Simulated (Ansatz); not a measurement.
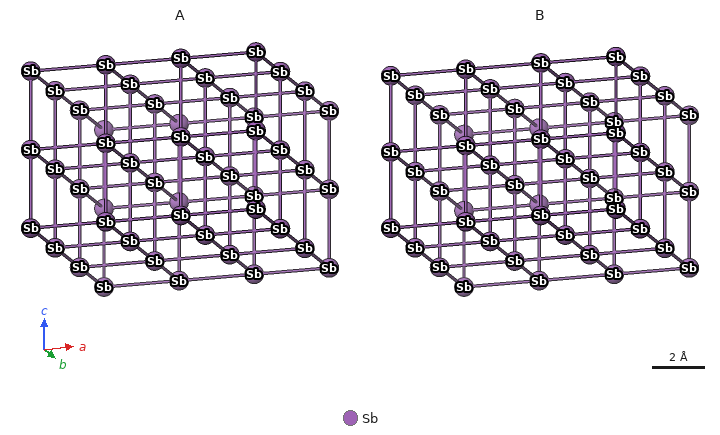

Two geometries of crystalline Sb (set up in Pm-3m): one is the relaxed structure, the other was perturbed away from it. The picture is a ball-and-stick view of the cell of the calculation, repeated 3 × 3 × 2 with one cell outlined, seen from a free direction.

All numbers below come from Ansatz, DFT PBEsol, scalar-relativistic, plane waves, PAW. Set-up: plane-wave cutoff 420 eV; k-point mesh 18 × 18 × 18; occupations gaussian; smearing width 0.1 eV; no spin polarisation.

Q: Which is the distorted one, and what does the distortion cost?

A: Structure A is the perturbed one. Strain along c alone, +3.0 %, is applied. Symmetry leaves the atoms no freedom, so this is a single point. Among the bonded contacts that change: Sb–Sb 3.062 → 3.062 to 3.154 Å. The space group (tolerance 0.01 Å) goes from Pm-3m (No. 221) to P4/mmm (No. 123). It costs 10.4 meV per atom. Pressure: 0.0 GPa before, −1.7 GPa after. The principal stresses (compression positive) are −3.8 GPa along c and −0.6 GPa across it. All forces vanish by symmetry.
